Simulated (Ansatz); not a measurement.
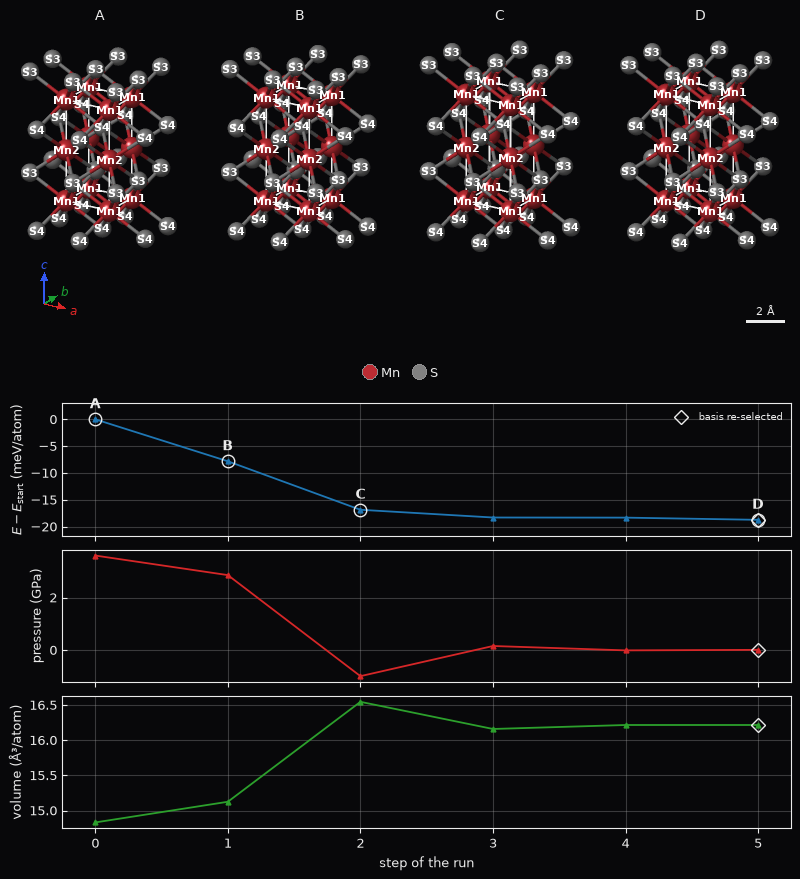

Frames of a relaxation of a crystal of MnS (built on the nickel arsenide type), marked on the history of the run. A ball-and-stick model of the cell of the calculation, seen slightly off an axis.

Theory: DFT PBE, scalar-relativistic, plane waves, PAW in Ansatz 0.2.0. Set-up: plane-wave cutoff 420 eV; k-point mesh 12 × 12 × 8; occupations gaussian; smearing width 0.1 eV; collinear spin; cell and atoms relaxed; force threshold 0.01 eV/Å; at most 80 steps.

> What happens along the run?

The atoms keep their places relative to the cell (all moves are under 0.005 Å). Cell: a = b 3.535 → 3.608 Å (+2.0 %), c 5.480 → 5.754 Å (+5.0 %). Volume +9.3 %. Some distances before and after: Mn1–Mn2 2.740 → 2.877 Å, Mn1–S3 2.458 → 2.531 Å. The space group stays P6_3/mmc (No. 194). After 4 accepted moves (5 points after the start) the energy has fallen by 18.7 meV per atom. All forces vanish by symmetry, so only the cell relaxes. The pressure goes from 3.60 to 0.01 GPa. The SCF was repeated once at an unchanged geometry on a basis and grid sized afresh for the cell, which shifted the energy by 0.4 meV per atom at most. The run may lie on a higher electronic state than the lowest, so the end point isn't shown to be the ground-state structure. The run took 2.2 min on 1 thread of Arm Neoverse V2, on a shared host, peak memory 0.54 GiB. From step 0 to 1: volume +2.0 %, energy −7.8 meV per atom. From step 1 to 2: volume +9.4 %, energy −9.0 meV per atom. From step 2 to 5: volume −2.0 %, energy −1.9 meV per atom.
